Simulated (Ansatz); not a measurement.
## Geometry relaxation, with input and output: SiO2 (part 3 of 3)

SiO2 (6 atoms in the cell); DFT LDA, scalar-relativistic, plane waves, PAW, no spin polarisation (Ansatz 0.2.0); cutoff 420 eV, 8×8×8 k-mesh, Gaussian smearing of 0.02 eV. The structure derives from an entry of the Crystallography Open Database.

Geometry of the input (Å; fractional positions):
```
-2.3740  2.3740  3.7440
2.3740  -2.3740  3.7440
2.3740  2.3740  -3.7440
Si 0.0000  0.0000  0.0000
Si 0.7500  0.2500  0.5000
O  0.9984  0.6250  0.8734
O  0.3750  0.2484  0.3734
O  0.7516  0.1250  0.1266
O  0.8750  0.0016  0.6266
```

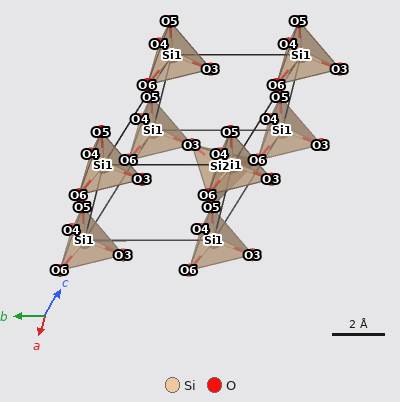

Figure 1. The geometry at step 7 of the log (polyhedral view of the cell of the calculation, seen at an oblique angle; polyhedra are completed across the faces of the cell; atoms are numbered from 1 in the order of the input).

### Output, continued
```
  k-point 1: bands = ["-18.3817", "-16.3742", "-16.2672", "-16.2082", "-8.5236", "-5.1492", "-4.9294", "-4.6424", "-2.0746", "-1.5316", "-1.2488", "-1.0666", "-1.0577", "-0.1238", "0.5103", "0.5130", "6.6581", "9.3993", "10.6198", "10.9899", "11.7924", "12.0172"]
  k-point 2: bands = ["-18.1882", "-16.6712", "-16.2775", "-16.2320", "-8.0691", "-5.4955", "-4.7145", "-4.4740", "-2.1932", "-1.6335", "-1.4183", "-1.2458", "-1.0358", "-0.0973", "0.3898", "0.4077", "7.5249", "9.8831", "10.2730", "10.6704", "11.7973", "12.0416"]
  k-point 58: bands = ["-17.4889", "-17.4889", "-16.3009", "-16.3009", "-6.5112", "-6.5112", "-4.4056", "-4.4056", "-1.9950", "-1.9950", "-1.5628", "-1.5628", "-0.9408", "-0.9408", "0.2478", "0.2478", "9.2980", "9.2980", "10.6091", "10.6091", "12.1965", "12.1965"]
--- Relaxed structure (9 steps of the walk, 9 accepted, 3 SCFs on fresh bases) ---
  F+E_penalty+E_count = -3445.37364752 eV   max|allowed force component| = 2.118e-4 eV/Å   (the final SCF, on the basis selected at the relaxed cell)
  cell:  # Å, volume = 88.3794 Å³
    - [-2.4624993918062636, 2.4624993918062636, 3.6436694680989463]
    - [2.4624993918062636, -2.4624993918062636, 3.6436694680989463]
    - [2.4624993918062636, 2.4624993918062636, -3.6436694680989463]
  atoms:
    - { symbol: Si, position: [5.424623002592601e-35, 9.133777068600089e-20, 9.133777068600095e-20] }
    - { symbol: Si, position: [0.7499999999999998, 0.25000000000000006, 0.4999999999999999] }
    - { symbol: O, position: [0.9742770127429932, 0.625, 0.849277012742993] }
    - { symbol: O, position: [0.3749999999999999, 0.22427701274299305, 0.349277012742993] }
    - { symbol: O, position: [0.7757229872570067, 0.12500000000000003, 0.15072298725700686] }
    - { symbol: O, position: [0.8749999999999999, 0.025722987257006988, 0.6507229872570068] }
```

### Trajectory as extended XYZ (Å, eV, eV/Å), 12 frames, from step=1 to step=12
```
6
Lattice="-2.3740 2.3740 3.7440 2.3740 -2.3740 3.7440 2.3740 2.3740 -3.7440" Properties=species:S:1:pos:R:3:forces:R:3 step=1 energy=-3445.32374 pressure_GPa=-2.94
Si    0.0000    0.0000    0.0000    0.0000   0.0000   0.0000
Si    0.0000    2.3740    1.8720    0.0000   0.0000   0.0000
O     1.1870    2.9599    2.8080    0.0000  -0.2879   0.0000
O     0.5858    1.1870    0.9360   -0.2879   0.0000   0.0000
O    -1.1870    1.7882    2.8080    0.0000   0.2879   0.0000
O    -0.5858    3.5611    0.9360    0.2879   0.0000   0.0000
6
Lattice="-2.3792 2.3792 3.7139 2.3792 -2.3792 3.7139 2.3792 2.3792 -3.7139" Properties=species:S:1:pos:R:3:forces:R:3 step=2 energy=-3445.34196 pressure_GPa=-1.64
Si    0.0000    0.0000    0.0000    0.0000   0.0000   0.0000
Si    0.0000    2.3792    1.8570    0.0000   0.0000   0.0000
O     1.1896    2.9599    2.7855    0.0000  -0.1957   0.0000
O     0.5807    1.1896    0.9285   -0.1957   0.0000   0.0000
O    -1.1896    1.7985    2.7855    0.0000   0.1957   0.0000
O    -0.5807    3.5688    0.9285    0.1957   0.0000   0.0000
6
Lattice="-2.4039 2.4039 3.6439 2.4039 -2.4039 3.6439 2.4039 2.4039 -3.6439" Properties=species:S:1:pos:R:3:forces:R:3 step=3 energy=-3445.35851 pressure_GPa=0.37
Si    0.0000    0.0000    0.0000    0.0000   0.0000   0.0000
Si    0.0000    2.4039    1.8220    0.0000   0.0000   0.0000
O     1.2019    2.9671    2.7329    0.0000  -0.0456   0.0000
O     0.5633    1.2019    0.9110   -0.0456   0.0000   0.0000
O    -1.2019    1.8406    2.7329    0.0000   0.0456   0.0000
O    -0.5633    3.6058    0.9110    0.0456   0.0000   0.0000
6
Lattice="-2.4155 2.4155 3.6347 2.4155 -2.4155 3.6347 2.4155 2.4155 -3.6347" Properties=species:S:1:pos:R:3:forces:R:3 step=4 energy=-3445.35834 pressure_GPa=0.24
Si    0.0000    0.0000    0.0000    0.0000   0.0000   0.0000
Si    0.0000    2.4155    1.8173    0.0000   0.0000   0.0000
O     1.2077    2.9692    2.7260    0.0000  -0.0418   0.0000
O     0.5537    1.2077    0.9087   -0.0418   0.0000   0.0000
O    -1.2077    1.8617    2.7260    0.0000   0.0418   0.0000
O    -0.5537    3.6232    0.9087    0.0418   0.0000   0.0000
6
Lattice="-2.4345 2.4345 3.6593 2.4345 -2.4345 3.6593 2.4345 2.4345 -3.6593" Properties=species:S:1:pos:R:3:forces:R:3 step=5 energy=-3445.35385 pressure_GPa=0.03
Si    0.0000    0.0000    0.0000    0.0000   0.0000   0.0000
Si    0.0000    2.4345    1.8297    0.0000   0.0000   0.0000
O     1.2172    2.9507    2.7445    0.0000   0.0068   0.0000
O     0.5163    1.2172    0.9148    0.0068   0.0000   0.0000
O    -1.2172    1.9182    2.7445    0.0000  -0.0068   0.0000
O    -0.5163    3.6517    0.9148   -0.0068   0.0000   0.0000
6
Lattice="-2.4328 2.4328 3.6588 2.4328 -2.4328 3.6588 2.4328 2.4328 -3.6588" Properties=species:S:1:pos:R:3:forces:R:3 step=6 energy=-3445.35446 pressure_GPa=-0.00
Si    0.0000    0.0000    0.0000    0.0000   0.0000   0.0000
Si    0.0000    2.4328    1.8294    0.0000   0.0000   0.0000
O     1.2164    2.9521    2.7441    0.0000   0.0003   0.0000
O     0.5193    1.2164    0.9147    0.0003   0.0000   0.0000
O    -1.2164    1.9136    2.7441    0.0000  -0.0003   0.0000
O    -0.5193    3.6493    0.9147   -0.0003   0.0000   0.0000
6
Lattice="-2.4328 2.4328 3.6588 2.4328 -2.4328 3.6588 2.4328 2.4328 -3.6588" Properties=species:S:1:pos:R:3:forces:R:3 step=7 energy=-3445.37043 pressure_GPa=0.28
Si    0.0000    0.0000    0.0000    0.0000   0.0000   0.0000
Si    0.0000    2.4328    1.8294    0.0000   0.0000   0.0000
O     1.2164    2.9521    2.7441    0.0000  -0.0003   0.0000
O     0.5193    1.2164    0.9147   -0.0003   0.0000   0.0000
O    -1.2164    1.9136    2.7441    0.0000   0.0003   0.0000
O    -0.5193    3.6493    0.9147    0.0003   0.0000   0.0000
6
Lattice="-2.4531 2.4531 3.6457 2.4531 -2.4531 3.6457 2.4531 2.4531 -3.6457" Properties=species:S:1:pos:R:3:forces:R:3 step=8 energy=-3445.36737 pressure_GPa=-0.08
Si    0.0000    0.0000    0.0000    0.0000   0.0000   0.0000
Si    0.0000    2.4531    1.8229    0.0000   0.0000   0.0000
O     1.2266    2.9549    2.7343    0.0000  -0.0131   0.0000
O     0.5018    1.2266    0.9114   -0.0131   0.0000   0.0000
O    -1.2266    1.9513    2.7343    0.0000   0.0131   0.0000
O    -0.5018    3.6797    0.9114    0.0131   0.0000   0.0000
6
Lattice="-2.4563 2.4563 3.6465 2.4563 -2.4563 3.6465 2.4563 2.4563 -3.6465" Properties=species:S:1:pos:R:3:forces:R:3 step=9 energy=-3445.36629 pressure_GPa=0.04
Si    0.0000    0.0000    0.0000    0.0000   0.0000   0.0000
Si    0.0000    2.4563    1.8232    0.0000   0.0000   0.0000
O     1.2281    2.9516    2.7348    0.0000   0.0018   0.0000
O     0.4954    1.2281    0.9116    0.0018   0.0000   0.0000
O    -1.2281    1.9609    2.7348    0.0000  -0.0018   0.0000
O    -0.4954    3.6844    0.9116   -0.0018   0.0000   0.0000
6
Lattice="-2.4563 2.4563 3.6465 2.4563 -2.4563 3.6465 2.4563 2.4563 -3.6465" Properties=species:S:1:pos:R:3:forces:R:3 step=10 energy=-3445.37354 pressure_GPa=0.09
Si    0.0000    0.0000    0.0000    0.0000   0.0000   0.0000
Si    0.0000    2.4563    1.8232    0.0000   0.0000   0.0000
O     1.2281    2.9516    2.7348    0.0000   0.0018   0.0000
O     0.4954    1.2281    0.9116    0.0018   0.0000   0.0000
O    -1.2281    1.9609    2.7348    0.0000  -0.0018   0.0000
O    -0.4954    3.6844    0.9116   -0.0018   0.0000   0.0000
6
Lattice="-2.4625 2.4625 3.6437 2.4625 -2.4625 3.6437 2.4625 2.4625 -3.6437" Properties=species:S:1:pos:R:3:forces:R:3 step=11 energy=-3445.37197 pressure_GPa=-0.01
Si    0.0000    0.0000    0.0000    0.0000   0.0000   0.0000
Si    0.0000    2.4625    1.8218    0.0000   0.0000   0.0000
O     1.2312    2.9514    2.7328    0.0000  -0.0002   0.0000
O     0.4889    1.2312    0.9109   -0.0002   0.0000   0.0000
O    -1.2312    1.9736    2.7328    0.0000   0.0002   0.0000
O    -0.4889    3.6937    0.9109    0.0002   0.0000   0.0000
6
Lattice="-2.4625 2.4625 3.6437 2.4625 -2.4625 3.6437 2.4625 2.4625 -3.6437" Properties=species:S:1:pos:R:3:forces:R:3 step=12 energy=-3445.37365 pressure_GPa=-0.00
Si    0.0000    0.0000    0.0000    0.0000   0.0000   0.0000
Si    0.0000    2.4625    1.8218    0.0000   0.0000   0.0000
O     1.2312    2.9514    2.7328    0.0000  -0.0002   0.0000
O     0.4889    1.2312    0.9109   -0.0002   0.0000   0.0000
O    -1.2312    1.9736    2.7328    0.0000   0.0002   0.0000
O    -0.4889    3.6937    0.9109    0.0002   0.0000   0.0000
```

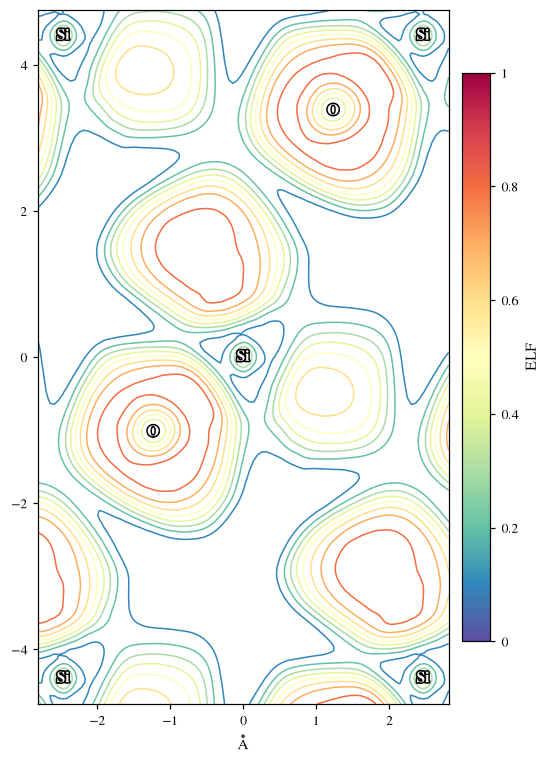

Figure 2. Electron localisation function on the (011) plane of the conventional cell. Atoms in the plane: Si and O. In a PAW calculation such maps are meaningful between the atoms, not at the nuclei.

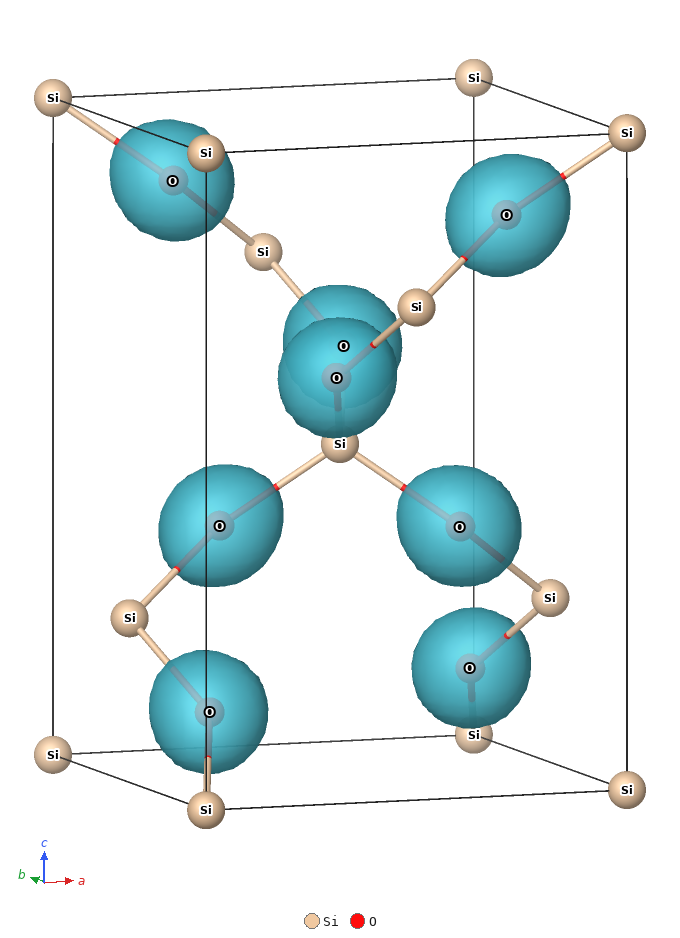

Figure 3. Isosurface of the valence electron density at 1.5 e/Å³ (cyan), seen slightly off an axis. Sticks mark near contacts. The outline is the cell set on symmetry axes. At this value the density breaks into separate islands; it holds about 50 % of the electrons treated as valence. It is pinched off along the Si–O (1.61 Å) contacts. On the grid the lowest density along these lines, outside the cores, is 1.1 e/Å³ (Si–O, 1.61 Å).

### Key numbers

| quantity | value |
| --- | --- |
| outcome | converged |
| space group (tolerance 0.01 Å) | I-42d (122) |
| electrons treated | 32 |
| free energy | −3445.3736 eV |
| Fermi energy | 3.440 eV |
| gap on the k-point mesh | 5.76 eV |
| pressure | 0.00 GPa |
| final volume | 88.38 Å³ |
| largest force (length of the vector) at the end | under 0.001 eV/Å |
| final cell | a = 5.040 Å, b = 5.040 Å, c = 5.040 Å, α = 121.51°, β = 121.51°, γ = 87.41° |
| wall time | 69 s (CPU time 2.2 min) |
| peak memory | 0.45 GiB |
